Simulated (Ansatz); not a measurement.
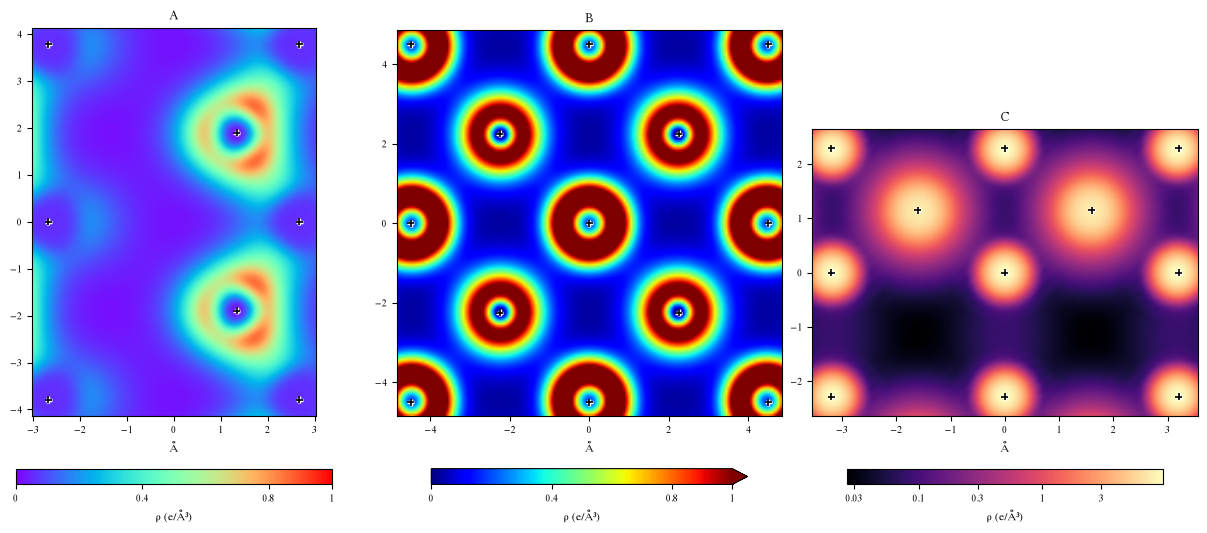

The valence charge density (pseudo) of 3 systems, each on a plane through atoms (crosses mark nuclei in the plane).

Computed with Ansatz, DFT, r2SCAN, PAW with Ansatz's default frozen-core files, scalar-relativistic; relaxation of cell and atoms.

System 1: BaS, the (001) plane of the conventional cell. Space group I4/mmm; changed on purpose from its base cell (in-plane strain -0.01, out-of-plane length and atoms relaxed by PAW).

```
Ba S
1.0
     3.18057    3.18057    0.00000
    -3.18057    3.18057    0.00000
     0.00000    0.00000    6.44889
Ba S
2 2
Direct
  0.00000 0.00000 0.00000
  0.50000 0.50000 0.50000
  0.00000 0.00000 0.50000
  0.50000 0.50000 0.00000
```

System 2: AlP, the (101) plane of the conventional cell. Space group F-43m; computed pressure about 7 GPa in this cell.

```
CELL_PARAMETERS angstrom
5.35682 0.00000 0.00000
0.00000 0.00000 -5.35682
0.00000 5.35682 0.00000
ATOMIC_POSITIONS crystal
Al 0.50000 0.50000 0.00000
Al 0.00000 0.50000 0.50000
Al 0.00000 0.00000 0.00000
Al 0.50000 0.00000 0.50000
P 0.75000 0.75000 0.25000
P 0.25000 0.75000 0.75000
P 0.25000 0.25000 0.25000
P 0.75000 0.25000 0.75000
```

System 3: Li$_{2}$O, the (010) plane of the conventional cell. Space group I4/mmm; changed on purpose from its base cell (in-plane strain -0.01, out-of-plane length and atoms relaxed by PAW).

```cif
data_structure
_symmetry_space_group_name_H-M 'P 1'
_symmetry_Int_Tables_number 1
_cell_length_a 3.2012
_cell_length_b 3.2012
_cell_length_c 4.5821
_cell_angle_alpha 90.000
_cell_angle_beta 90.000
_cell_angle_gamma 90.000
_cell_volume 46.96
loop_
_atom_site_label
_atom_site_type_symbol
_atom_site_fract_x
_atom_site_fract_y
_atom_site_fract_z
_atom_site_occupancy
Li1 Li 0.00000 0.50000 0.75000 1
Li2 Li 0.50000 0.00000 0.25000 1
Li3 Li 0.50000 0.00000 0.75000 1
Li4 Li 0.00000 0.50000 0.25000 1
O1 O 0.00000 0.00000 0.00000 1
O2 O 0.50000 0.50000 0.50000 1
```

Question: Which map belongs to which system?

Answer: Panel A is system 2, AlP: the plane holds Al and P. Al–P (2.32 Å): ρ at the midpoint is about 0.56 e/Å³. Panel B is system 1, BaS: the plane holds Ba and S. Ba–S (3.18 Å): the density is about 0.16 e/Å³ at the midpoint. Panel C is system 3, Li$_{2}$O: the plane holds Li and O. Li–O (1.97 Å): the density is about 0.39 e/Å³ at the midpoint.
